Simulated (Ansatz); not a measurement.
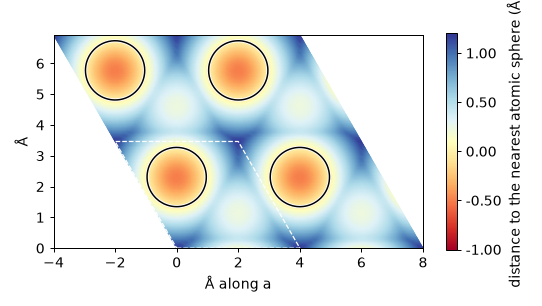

Map of the distance to the nearest atomic sphere in Si (R-3m), computed on the section z = 0.112 (parallel to a and b; the dashed line is one cell). The black line marks the spheres' surfaces; positive values are empty space; unlabelled circles belong to atoms above or below the section.

Hard-sphere model; touching radii (half the shortest distance): Si 1.18 Å.

The cell is taken from the geometry relaxed (final pressure about -5.1 GPa) with DFT PBEsol, scalar-relativistic, plane waves, PAW in Ansatz 0.2.0.

```cif
data_structure
_symmetry_space_group_name_H-M 'P 1'
_symmetry_Int_Tables_number 1
_cell_length_a 4.0010
_cell_length_b 4.0010
_cell_length_c 9.2469
_cell_angle_alpha 90.000
_cell_angle_beta 90.000
_cell_angle_gamma 120.000
_cell_volume 128.19
loop_
_atom_site_label
_atom_site_type_symbol
_atom_site_fract_x
_atom_site_fract_y
_atom_site_fract_z
_atom_site_occupancy
Si1 Si 0.66667 0.33333 0.70594 1
Si2 Si 0.66667 0.33333 0.96073 1
Si3 Si 0.33333 0.66667 0.03927 1
Si4 Si 0.33333 0.66667 0.29406 1
Si5 Si 0.00000 0.00000 0.37261 1
Si6 Si 0.00000 0.00000 0.62739 1
```

Where is the largest hole in this section, and how large is it?

At 0.000, 0.000, 0.112 (fractional), where the distance reaches 1.23 Å; it is enclosed by 4 Si (then 6 Si) in a tetrahedral arrangement. It is the largest hole of the crystal.

How much of the crystal lies outside the spheres?

About 68 % of the cell's volume, and 79 % of this section's area.

What can pass through?

The largest sphere that fits anywhere has a diameter of 2.46 Å; the largest that can travel through the crystal, about 2.2 Å.
